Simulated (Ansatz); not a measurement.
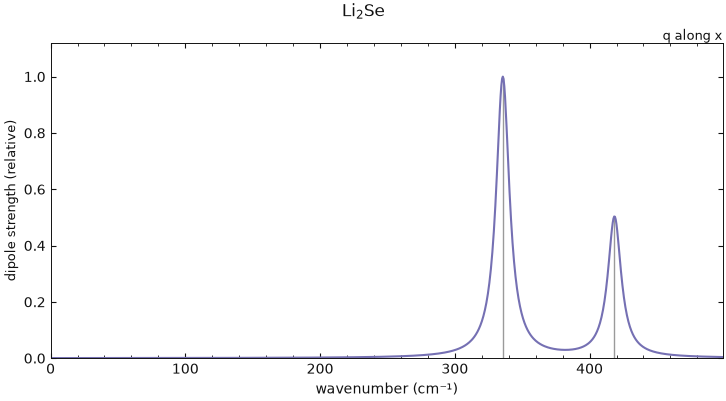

The picture above shows the polar optical modes, transverse and longitudinal, approaching the zone centre along x for Li₂Se, space group Fm-3m (No. 225). Lines are broadened by Lorentzians of 12 cm⁻¹ full width; the spectrum is scaled to its strongest line.

The given structure:
```yaml
crystal:
  lattice:
    - [0.00000, 2.88047, 2.88047]
    - [2.88047, 0.00000, 2.88047]
    - [2.88047, 2.88047, 0.00000]
  atoms:
    - { symbol: Li, position: [0.25000, 0.25000, 0.25000] }
    - { symbol: Li, position: [0.75000, 0.75000, 0.75000] }
    - { symbol: Se, position: [0.00000, 0.00000, 0.00000] }
```

Calculation (Ansatz 0.2.0): optical phonons of an insulator on the approach to the zone centre along x, y and z with the field of polar modes, imaginary frequencies are negative, field response on a mesh refined by the program; plane waves with PAW datasets. Level: PBEsol, no spin polarisation.

| setting | value |
| --- | --- |
| wave cutoff | 420 eV |
| k mesh | 8×8×8 |
| occupations | fixed |
| pressure | 4 GPa |

Which of the stronger lines are transverse and which longitudinal?

The transverse (TO, twofold) lines lie at 335.6 and the longitudinal (LO) ones at 418.5 cm⁻¹, the same along x, y and z by the cubic symmetry.

The computed values:

```
at  frequency (cm⁻¹)  degeneracy  dipole strength ((D/Å)²/amu)
 x             335.6           2                          12.6
 x             394.6           3                             0
 x             418.5           1                           6.3
```
